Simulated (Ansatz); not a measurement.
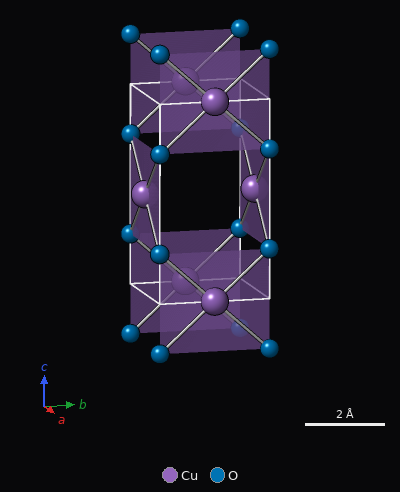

Figure 1. The input geometry (polyhedral view of the cell of the calculation, seen slightly off an axis; polyhedra are completed across the faces of the cell). An atom can appear more than once, as a periodic image.

# Run report: CuO, geometry relaxation (part 1 of 3)

The run: geometry relaxation of CuO (4 atoms in the cell). Method and program: DFT r2SCAN, scalar-relativistic, plane waves, PAW, spin-polarised (Ansatz 0.2.0).

The structure derives from a Materials Project entry. It belongs to a series of runs on one base structure; here: structure listed in a database for this formula (P-1, No. 2). Figures and captions count atoms from 1; the log counts them from 0 in places.

Output:
```
Engine: ansatz 0.2.0, aarch64-unknown-linux-gnu
Pseudopotentials: kind: paw
Pseudopotential: Cu, paw, valence charge 19, recommended cutoff 500 eV (meta_gga), Cu.paw.azcp
Pseudopotential: O, paw, valence charge 6, recommended cutoff 500 eV (meta_gga), O.paw.azcp
Functional definition: r2SCAN
  parameter k0 = 0.174
  parameter k1 = 0.065
  parameter a1 = 4.9479
  exchange = r2scan_x(k0 = k0, k1 = k1, a1 = a1)
  correlation = r2scan_c
Crystal: 4 atoms, lattice volume = 42.916 Å³
Basis set: ecut = 500 eV, 1087 PW (Γ), exchange–correlation on 96×96×160 points (64 copies of the dense FFT grid, shifted against one another)
Bands: 32, of which v1, the nominal top of the filled ones, is band 25 counted from 1 (24 counted from 0)
Symmetry: 2 space group operations
Space group: P-1 (ITA 2), of the structure as read, at distance tolerance 3.5e-5 Å
Magnetic group: BNS 2.4 (UNI 4), of the structure as read, at distance tolerance 3.5e-5 Å
k-points: 1284 of 2560
Non-local potential: Cu, projectors of the file, l = 0: 3, l = 1: 2, l = 2: 3, l = 3: 1
Non-local potential: O, projectors of the file, l = 0: 2, l = 1: 2, l = 2: 1
PAW form: soft (Blöchl's): semilocal exchange-correlation on the pseudo side does not see the compensation charge
PAW frozen core: Cu, regenerated for the run's functional (the file was generated under x = pbe(κ = 0.804, μ = 0.2195149727645171), c = pbe(β = 0.06672455060314922))
PAW frozen core: O, regenerated for the run's functional (the file was generated under x = pbe(κ = 0.804, μ = 0.2195149727645171), c = pbe(β = 0.06672455060314922))
PAW one-centre angular grid: Cu, 590 points (default); XC on 160 Gauss nodes
PAW one-centre angular grid: O, 302 points (default); XC on 160 Gauss nodes
Initial density: superposition of atomic densities (chi_scale 0.1, normalization cell, long waves kept (reshape's long-wave potential 0.00 eV rms))
Starting moments: Σ|m| = 2.1 μB on 4 of 4 sites
Initial wavefunctions: pseudopotential atomic-orbital guess
Functional: x = r2scan, c = r2scan; τ floored in thin density (d = 2e-4 eV/Å³)
iter 1 solved again at ethr=8.23e-4 eV; its pass at ethr=3.10e-3 eV (dr2=4.12e-1 eV) is discarded
SCF iter   1: F=—  HF=-14396.546560 eV  |F-HF|=—  |Δ(HF+E_count)|=         —  Δρ=5.78e-2 (↑4.04e-2 ↓5.78e-2)  dr2=4.14e-1  dr2_τ=2.49e-2  dr2_m=6.92e-1  M=0.843 μB ∫|m|=0.953 μB  β_m=0.30  ethr=8.23e-4  ⟨swp⟩=1.0  Hψ=388386  notcnv=0
preconditioner: auto → Kerker (q_TF=auto, 2.799 Å⁻¹)  [metal: Δε(μ)=0.000 eV  Ē_g=14.214 eV  σ=0.100 eV  W_gap=0.00  n_scr=16 (ndim 8)  ℏωp=33.1 eV  f_vac=0.003  D(μ)=2.14/eV (n_scr^D=16)]
spin=Collinear: Kerker preconditioning applied to the charge; magnetization (m = ρ↑ − ρ↓) channel mixes plain (no charge-response kernel on spin).
SCF iter   2: F=—  HF=-14396.874866 eV  |F-HF|=—  |Δ(HF+E_count)|=   3.28e-1  Δρ=3.49e-2 (↑3.49e-2 ↓3.18e-2)  dr2=2.21e-1  dr2_τ=7.29e-3  dr2_m=2.63e-1  M=0.903 μB ∫|m|=0.996 μB  β_m=0.30  ethr=8.23e-4  ⟨swp⟩=2.2  Hψ=127887  notcnv=0  defer=6  κ⁻¹=1.0e0(r=1)
SCF iter   3: F=—  HF=-14397.060870 eV  |F-HF|=—  |Δ(HF+E_count)|=   1.86e-1  Δρ=2.50e-2 (↑2.50e-2 ↓2.35e-2)  dr2=1.60e-1  dr2_τ=3.96e-3  dr2_m=1.15e-1  M=0.926 μB ∫|m|=1.018 μB  β_m=0.30  ethr=4.41e-4  ⟨swp⟩=2.0  Hψ=110355  notcnv=0  defer=267  κ⁻¹=1.7e-2(r=2)
SCF iter   4: F=—  HF=-14397.286896 eV  |F-HF|=—  |Δ(HF+E_count)|=   2.26e-1  Δρ=1.30e-2 (↑1.30e-2 ↓7.41e-3)  dr2=3.34e-2  dr2_τ=7.35e-4  dr2_m=3.31e-2  M=0.996 μB ∫|m|=1.086 μB  β_m=0.30  ethr=3.20e-4  ⟨swp⟩=2.0  Hψ=134537  notcnv=0  defer=267  κ⁻¹=4.1e-3(r=3)
SCF iter   5: F=—  HF=-14397.303185 eV  |F-HF|=—  |Δ(HF+E_count)|=   1.63e-2  Δρ=8.28e-3 (↑8.28e-3 ↓4.78e-3)  dr2=2.17e-2  dr2_τ=3.60e-4  dr2_m=1.12e-2  M=1.048 μB ∫|m|=1.137 μB  β_m=1.00  ethr=6.67e-5  ⟨swp⟩=1.4  Hψ=83485  notcnv=0  defer=1093  κ⁻¹=7.8e-4(r=4)
SCF iter   6: F=—  HF=-14397.313819 eV  |F-HF|=—  |Δ(HF+E_count)|=   1.06e-2  Δρ=5.95e-3 (↑2.43e-3 ↓5.95e-3)  dr2=1.38e-2  dr2_τ=1.36e-4  dr2_m=4.26e-3  M=1.109 μB ∫|m|=1.210 μB  β_m=1.00  ethr=4.34e-5  ⟨swp⟩=2.5  Hψ=148545  notcnv=0  defer=2175  κ⁻¹=5.9e-4(r=5)
SCF iter   7: F=—  HF=-14397.320597 eV  |F-HF|=—  |Δ(HF+E_count)|=   6.78e-3  Δρ=5.03e-3 (↑3.94e-3 ↓5.03e-3)  dr2=2.09e-2  dr2_τ=1.95e-4  dr2_m=3.06e-4  M=1.123 μB ∫|m|=1.224 μB  β_m=0.30  ethr=2.76e-5  ⟨swp⟩=2.0  Hψ=144333  notcnv=0  defer=4560  κ⁻¹=8.9e-5(r=6)
SCF iter   8: F=—  HF=-14397.327432 eV  |F-HF|=—  |Δ(HF+E_count)|=   6.83e-3  Δρ=4.47e-3 (↑4.47e-3 ↓2.97e-3)  dr2=7.30e-4  dr2_τ=1.39e-4  dr2_m=5.31e-3  M=1.201 μB ∫|m|=1.298 μB  β_m=1.00  ethr=2.76e-5  ⟨swp⟩=2.3  Hψ=112653  notcnv=0  defer=4680  κ⁻¹=1.1e-5(r=7)
SCF iter   9: F=—  HF=-14397.330606 eV  |F-HF|=—  |Δ(HF+E_count)|=   3.17e-3  Δρ=4.28e-3 (↑4.28e-3 ↓3.98e-3)  dr2=1.56e-3  dr2_τ=1.20e-4  dr2_m=6.28e-3  M=1.290 μB ∫|m|=1.387 μB  β_m=1.00  ethr=1.46e-6  ⟨swp⟩=2.0  Hψ=138149  notcnv=0  defer=4688  κ⁻¹=1.3e-6(r=8)
SCF iter  10: F=—  HF=-14397.333311 eV  |F-HF|=—  |Δ(HF+E_count)|=   2.70e-3  Δρ=4.13e-3 (↑4.13e-3 ↓4.00e-3)  dr2=2.08e-3  dr2_τ=1.11e-4  dr2_m=5.95e-3  M=1.376 μB ∫|m|=1.474 μB  β_m=1.00  ethr=1.46e-6  ⟨swp⟩=2.0  Hψ=144759  notcnv=0  defer=4692  κ⁻¹=2.4e-6(r=8)
SCF iter  11: F=—  HF=-14397.337673 eV  |F-HF|=—  |Δ(HF+E_count)|=   4.36e-3  Δρ=4.63e-3 (↑3.81e-3 ↓4.63e-3)  dr2=3.46e-3  dr2_τ=1.13e-4  dr2_m=6.16e-3  M=1.462 μB ∫|m|=1.563 μB  β_m=1.00  ethr=1.46e-6  ⟨swp⟩=2.0  Hψ=143268  notcnv=0  defer=4693  κ⁻¹=2.9e-7(r=8)
SCF iter  12: F=—  HF=-14397.342946 eV  |F-HF|=—  |Δ(HF+E_count)|=   5.27e-3  Δρ=4.39e-3 (↑3.09e-3 ↓4.39e-3)  dr2=1.96e-3  dr2_τ=9.37e-5  dr2_m=5.10e-3  M=1.540 μB ∫|m|=1.646 μB  β_m=1.00  ethr=1.46e-6  ⟨swp⟩=2.0  Hψ=131942  notcnv=0  defer=4693  κ⁻¹=7.7e-6(r=8)
SCF iter  13: F=—  HF=-14397.351540 eV  |F-HF|=—  |Δ(HF+E_count)|=   8.59e-3  Δρ=5.77e-3 (↑3.35e-3 ↓5.77e-3)  dr2=7.97e-3  dr2_τ=1.25e-4  dr2_m=6.45e-3  M=1.624 μB ∫|m|=1.735 μB  β_m=1.00  ethr=1.46e-6  ⟨swp⟩=2.0  Hψ=125940  notcnv=0  defer=4693  κ⁻¹=1.0e-5(r=8)
SCF iter  14: F=—  HF=-14397.359308 eV  |F-HF|=—  |Δ(HF+E_count)|=   7.77e-3  Δρ=6.36e-3 (↑3.35e-3 ↓6.36e-3)  dr2=1.68e-2  dr2_τ=1.28e-4  dr2_m=5.32e-3  M=1.697 μB ∫|m|=1.815 μB  β_m=1.00  ethr=1.46e-6  ⟨swp⟩=2.0  Hψ=143101  notcnv=0  defer=4689  κ⁻¹=9.5e-7(r=8)
SCF iter  15: F=—  HF=-14397.367970 eV  |F-HF|=—  |Δ(HF+E_count)|=   8.66e-3  Δρ=6.14e-3 (↑3.46e-3 ↓6.14e-3)  dr2=2.27e-2  dr2_τ=1.10e-4  dr2_m=3.23e-3  M=1.751 μB ∫|m|=1.877 μB  β_m=1.20  ethr=1.46e-6  ⟨swp⟩=2.0  Hψ=123042  notcnv=0  defer=4715
Mixer restart at iter 15: flushing history
spin-set hold released at iteration 15 (site moments' squared step at or under half its running peak, from the soft ceiling on): the magnetisation degrees of freedom join the quasi-Newton model from the next iteration; the mixer history was flushed
SCF iter  16: F=—  HF=-14397.371837 eV  |F-HF|=—  |Δ(HF+E_count)|=   3.87e-3  Δρ=2.09e-3 (↑2.09e-3 ↓1.89e-3)  dr2=5.27e-3  dr2_τ=5.45e-5  dr2_m=2.36e-4  M=1.778 μB ∫|m|=1.912 μB  β_m=1.20  ethr=1.46e-6  ⟨swp⟩=2.0  Hψ=149862  notcnv=0  defer=4712  κ⁻¹=1.0e0(r=1)
SCF iter  17: F=—  HF=-14397.394178 eV  |F-HF|=—  |Δ(HF+E_count)|=   2.23e-2  Δρ=2.54e-3 (↑1.16e-3 ↓2.54e-3)  dr2=2.57e-3  dr2_τ=1.12e-5  dr2_m=8.69e-4  M=1.817 μB ∫|m|=1.963 μB  β_m=1.20  ethr=1.46e-6  ⟨swp⟩=2.0  Hψ=150739  notcnv=0  defer=4715  κ⁻¹=1.3e-1(r=2)
SCF iter  18: F=—  HF=-14397.401663 eV  |F-HF|=—  |Δ(HF+E_count)|=   7.48e-3  Δρ=1.74e-3 (↑7.84e-4 ↓1.74e-3)  dr2=1.53e-3  dr2_τ=7.49e-6  dr2_m=3.02e-4  M=1.843 μB ∫|m|=1.997 μB  β_m=1.20  ethr=1.46e-6  ⟨swp⟩=2.0  Hψ=142750  notcnv=0  defer=4715  κ⁻¹=6.5e-3(r=3)
SCF iter  19: F=—  HF=-14397.407956 eV  |F-HF|=—  |Δ(HF+E_count)|=   6.29e-3  Δρ=9.43e-4 (↑6.33e-4 ↓9.43e-4)  dr2=6.57e-4  dr2_τ=4.81e-6  dr2_m=4.92e-5  M=1.867 μB ∫|m|=2.031 μB  β_m=1.20  ethr=1.46e-6  ⟨swp⟩=2.0  Hψ=142786  notcnv=0  defer=4710  κ⁻¹=1.2e-3(r=4)
SCF iter  20: F=—  HF=-14397.408467 eV  |F-HF|=—  |Δ(HF+E_count)|=   5.11e-4  Δρ=9.81e-4 (↑2.62e-4 ↓9.81e-4)  dr2=2.77e-4  dr2_τ=2.34e-6  dr2_m=8.48e-5  M=1.904 μB ∫|m|=2.086 μB  β_m=1.20  ethr=1.31e-6  ⟨swp⟩=2.0  Hψ=144749  notcnv=0  defer=4707  κ⁻¹=1.2e-4(r=5)
SCF iter  21: F=—  HF=-14397.409914 eV  |F-HF|=—  |Δ(HF+E_count)|=   1.45e-3  Δρ=5.26e-4 (↑1.94e-4 ↓5.26e-4)  dr2=1.12e-4  dr2_τ=7.11e-7  dr2_m=1.29e-5  M=1.897 μB ∫|m|=2.075 μB  β_m=1.20  ethr=5.55e-7  ⟨swp⟩=2.0  Hψ=145573  notcnv=0  defer=4741  κ⁻¹=1.1e-4(r=6)
SCF iter  22: F=—  HF=-14397.410696 eV  |F-HF|=—  |Δ(HF+E_count)|=   7.81e-4  Δρ=4.74e-4 (↑2.11e-4 ↓4.74e-4)  dr2=3.69e-5  dr2_τ=6.12e-7  dr2_m=3.99e-5  M=1.891 μB ∫|m|=2.066 μB  β_m=1.20  ethr=2.24e-7  ⟨swp⟩=2.0  Hψ=140941  notcnv=0  defer=4741  κ⁻¹=7.5e-5(r=7)
SCF iter  23: F=—  HF=-14397.410742 eV  |F-HF|=—  |Δ(HF+E_count)|=   4.61e-5  Δρ=1.84e-4 (↑5.53e-5 ↓1.84e-4)  dr2=1.24e-5  dr2_τ=9.23e-8  dr2_m=2.92e-6  M=1.888 μB ∫|m|=2.062 μB  β_m=1.20  ethr=7.39e-8  ⟨swp⟩=2.0  Hψ=114798  notcnv=0  defer=4758  κ⁻¹=5.2e-5(r=8)
SCF iter  24: F=—  HF=-14397.410748 eV  |F-HF|=—  |Δ(HF+E_count)|=   5.93e-6  Δρ=3.05e-5 (↑3.05e-5 ↓2.74e-5)  dr2=9.41e-7  dr2_τ=6.25e-9  dr2_m=3.04e-8  M=1.886 μB ∫|m|=2.059 μB  β_m=1.20  ethr=2.49e-8  ⟨swp⟩=2.0  Hψ=141059  notcnv=0  defer=4762  κ⁻¹=4.7e-5(r=8)
SCF iter  25: F=—  HF=-14397.410749 eV  |F-HF|=—  |Δ(HF+E_count)|=   1.03e-6  Δρ=7.26e-5 (↑4.04e-5 ↓7.26e-5)  dr2=6.24e-7  dr2_τ=2.23e-8  dr2_m=1.08e-6  M=1.887 μB ∫|m|=2.060 μB  β_m=1.20  ethr=1.88e-9  ⟨swp⟩=2.0  Hψ=141511  notcnv=0  defer=4768  κ⁻¹=1.7e-5(r=8)
SCF iter  26: F=—  HF=-14397.410745 eV  |F-HF|=—  |Δ(HF+E_count)|=   4.15e-6  Δρ=3.27e-5 (↑2.83e-5 ↓3.27e-5)  dr2=1.91e-7  dr2_τ=3.77e-9  dr2_m=2.93e-7  M=1.888 μB ∫|m|=2.062 μB  β_m=1.20  ethr=1.25e-9  ⟨swp⟩=2.0  Hψ=141191  notcnv=0  defer=4768  κ⁻¹=1.1e-5(r=8)
SCF iter  27: F=—  HF=-14397.410750 eV  |F-HF|=—  |Δ(HF+E_count)|=   5.36e-6  Δρ=7.23e-6 (↑7.23e-6 ↓6.98e-6)  dr2=1.59e-8  dr2_τ=4.16e-10  dr2_m=1.02e-8  M=1.887 μB ∫|m|=2.061 μB  β_m=1.20  ethr=2.00e-10  ⟨swp⟩=6.1  Hψ=359103  notcnv=0  κ⁻¹=3.2e-6(r=8)
SCF iter  28: F=-14397.410751 eV  HF=-14397.410751 eV  |F-HF|=5.87e-8  |Δ(HF+E_count)|=   6.30e-7  Δρ=5.09e-6 (↑3.50e-6 ↓5.09e-6)  dr2=7.45e-9  dr2_τ=1.41e-10  dr2_m=1.63e-9  M=1.887 μB ∫|m|=2.060 μB  ethr=3.19e-11  ⟨swp⟩=4.5  Hψ=277247  notcnv=0
SCF 1 converged in 28 iterations: F = -14397.410751 eV  dr2 = 7.45e-9
  greatest PAW one-centre occupation: 1.000 electrons in one spin orbital (limit 2), on the Cu atom at site 1 (counted from 0), in its partial waves of l = 0
relax step   1: F+E_penalty+E_count = -14397.41075059 eV  Δ(F+E_penalty+E_count) = +0.000e0 eV  max|allowed force component| = 1.474e-2 eV/Å  Δτ_max = 0.0000 Å  P = +0.114 GPa  Ω = 42.916 Å³  (28 SCF iters, dr2 threshold 1.00e-7 eV, accepted)
Crystal: 4 atoms, lattice volume = 42.984 Å³
Initial density: handed on by an earlier stage of this run
Starting moments: Σ|m| = 2.1 μB on 4 of 4 sites; this step starts from the density that it was given
Initial wavefunctions: those handed on with the density
iter 1 solved again at ethr=9.16e-8 eV; its pass at ethr=3.10e-3 eV (dr2=4.58e-5 eV) is discarded
SCF iter   1: F=—  HF=-14397.410844 eV  |F-HF|=—  |Δ(HF+E_count)|=         —  Δρ=3.64e-4 (↑2.14e-4 ↓3.64e-4)  dr2=5.06e-5  dr2_τ=1.20e-4  dr2_m=8.75e-6  M=1.887 μB ∫|m|=2.060 μB  β_m=1.20  ethr=9.16e-8  ⟨swp⟩=2.7  Hψ=370291  notcnv=0
preconditioner: auto → Kerker (q_TF=auto, 2.798 Å⁻¹)  [metal: Δε(μ)=0.009 eV  Ē_g=14.159 eV  σ=0.100 eV  W_gap=0.05  n_scr=16 (ndim 8)  ℏωp=33.0 eV  f_vac=0.049  D(μ)=0.58/eV (n_scr^D=2)]
spin=Collinear: Kerker preconditioning applied to the charge; magnetization (m = ρ↑ − ρ↓) channel mixes plain (no charge-response kernel on spin).
SCF iter   2: F=—  HF=-14397.411221 eV  |F-HF|=—  |Δ(HF+E_count)|=   3.77e-4  Δρ=1.37e-4 (↑1.37e-4 ↓1.23e-4)  dr2=4.96e-6  dr2_τ=2.83e-7  dr2_m=1.02e-6  M=1.887 μB ∫|m|=2.060 μB  β_m=1.20  ethr=9.16e-8  ⟨swp⟩=2.0  Hψ=146426  notcnv=0  κ⁻¹=1.0e0(r=1)
SCF iter   3: F=—  HF=-14397.411227 eV  |F-HF|=—  |Δ(HF+E_count)|=   5.11e-6  Δρ=9.36e-5 (↑8.83e-5 ↓9.36e-5)  dr2=3.42e-6  dr2_τ=1.25e-7  dr2_m=4.77e-8  M=1.887 μB ∫|m|=2.060 μB  β_m=1.20  ethr=9.92e-9  ⟨swp⟩=2.4  Hψ=141483  notcnv=0  κ⁻¹=1.0e-2(r=2)
SCF iter   4: F=—  HF=-14397.411229 eV  |F-HF|=—  |Δ(HF+E_count)|=   2.84e-6  Δρ=5.96e-5 (↑5.96e-5 ↓5.79e-5)  dr2=1.50e-6  dr2_τ=5.30e-8  dr2_m=1.94e-8  M=1.887 μB ∫|m|=2.060 μB  β_m=1.20  ethr=6.84e-9  ⟨swp⟩=1.0  Hψ=82176  notcnv=0  κ⁻¹=2.7e-3(r=3)
SCF iter   5: F=-14397.411232 eV  HF=-14397.411232 eV  |F-HF|=1.55e-8  |Δ(HF+E_count)|=   2.44e-6  Δρ=2.42e-5 (↑1.48e-5 ↓2.42e-5)  dr2=3.38e-7  dr2_τ=2.72e-9  dr2_m=1.27e-8  M=1.887 μB ∫|m|=2.061 μB  ethr=8.00e-10  ⟨swp⟩=2.5  Hψ=295751  notcnv=0
SCF 2 converged in 5 iterations: F = -14397.411232 eV  dr2 = 3.38e-7
  greatest PAW one-centre occupation: 1.000 electrons in one spin orbital (limit 2), on the Cu atom at site 0 (counted from 0), in its partial waves of l = 0
```
